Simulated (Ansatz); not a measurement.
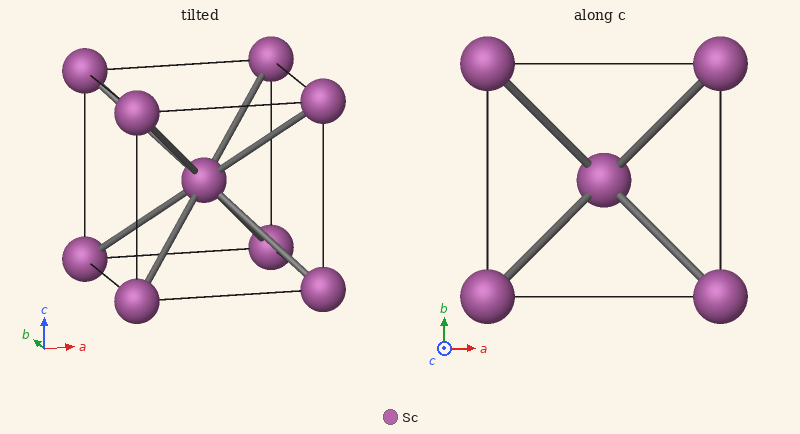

Crystal structure, ball-and-stick style, seen slightly off an axis and along the c axis. The wireframe shows the conventional unit cell.

Sc, body-centred cubic (W type), space group Im-3m (No. 229), a = 3.679 Å, b = 3.679 Å, c = 3.679 Å, α = 90.00°, β = 90.00°, γ = 90.00°. The structure was taken from a structure type filled with this element by a generator (whether the element takes this form wasn't checked). The cell was then strained or its atoms displaced on purpose. It went into a calculation with Ansatz.

This one geometry was computed with Ansatz (DFT, plane waves, PAW) at three levels of theory: r2SCAN, PBE with spin-orbit coupling and PBE.

> How does the band gap change with the level of theory?

All levels give a metal.

> Collect the results in a table.

| level | cutoff (eV) | k-mesh of the run's cell | gap (eV) | pressure (GPa) |
| --- | --- | --- | --- | --- |
| r2SCAN | 500 | 16×16×16 | metal | 0.4 |
| PBE with spin-orbit coupling | 420 | 16×16×16 | metal | 0.0 |
| PBE | 420 | 16×16×16 | metal | 0.0 |

Gaps are taken on the k-mesh or band path of each run.
